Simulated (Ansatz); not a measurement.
```xyz
48
Lattice="6.3194 -10.9456 0.0000 6.3194 10.9456 0.0000 0.0000 0.0000 16.9395" Properties=species:S:1:pos:R:3 pbc="T T T"
S     4.7396   -6.3850    0.0000
W     3.1289   -3.5960    0.0000
W     1.5926   -0.9048    0.0000
W     6.3496   -9.1743    0.0000
W     6.3502   -3.5960    0.0000
W     4.7396   -0.9080    0.0000
W     3.1633    1.8221    0.0000
W     7.9602   -6.3846    0.0000
W     7.8865   -0.9048    0.0000
W     6.3158    1.8221    0.0000
W     4.7396    4.5459    0.0000
W     9.4773   -3.6496    0.0000
W     9.4490    1.7713    0.0000
W     7.8384    4.5610    0.0000
W     6.3213    7.2960    0.0000
W    11.0590   -0.9100    0.0000
S     6.3324   -7.3045   15.4380
S     4.7396   -4.5457   15.4380
S     3.1606   -1.7995   15.3494
S     1.6018    0.9005   15.3494
S     7.9025   -4.5587   15.3641
S     6.3185   -1.7995   15.3494
S     4.7396    0.9122   15.3636
S     3.1808    3.6354   15.3494
S     9.4771   -1.8231   15.3666
S     7.8774    0.9005   15.3494
S     6.2984    3.6354   15.3494
S     4.7396    6.3826   15.3666
S    11.0590    0.9085   15.3641
S     9.4662    3.6410   15.4380
S     7.8961    6.3869   15.3641
S     6.3215    9.1225   15.3666
S     6.3324   -7.3045    1.5015
S     4.7396   -4.5457    1.5015
S     3.1606   -1.7995    1.5901
S     1.6018    0.9005    1.5901
S     7.9025   -4.5587    1.5754
S     6.3185   -1.7995    1.5901
S     4.7396    0.9122    1.5759
S     3.1808    3.6354    1.5901
S     9.4771   -1.8231    1.5728
S     7.8774    0.9005    1.5901
S     6.2984    3.6354    1.5901
S     4.7396    6.3826    1.5728
S    11.0590    0.9085    1.5754
S     9.4662    3.6410    1.5015
S     7.8961    6.3869    1.5754
S     6.3215    9.1225    1.5728
```

All numbers below come from DFT PBE+D3(BJ), scalar-relativistic, plane waves, PAW (Ansatz 0.2.0).

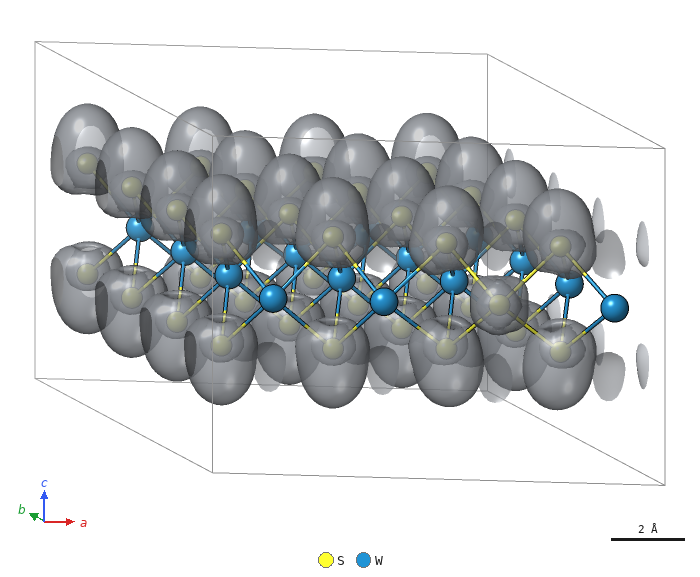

W$_{5}$S$_{11}$ (cell with a defect). Isosurface of the electron localisation function at 0.75 (grey), seen slightly off an axis. Core shells and regions of very low density are left out. Sticks mark near contacts.

In a PAW calculation such maps are meaningful between the atoms, not at the nuclei.

Describe the localisation domains.

Answer. The surface consists of 33 regions wrapped around S (the valence shell of each), counted in one cell of 48 atoms. Counts are for one cell; the picture repeats the cell along the surface. Along the contacts the grid gives the following. S–S (2.37 Å): the ELF peaks at about 0.85 in the valence shell of S, 0.7 Å from its nucleus, and drops to about 0.60 between the two atoms. W–S (2.40 Å): the ELF peaks at about 0.85 in the valence shell of S, 0.8 Å from its nucleus, and is about 0.50 at the midpoint.
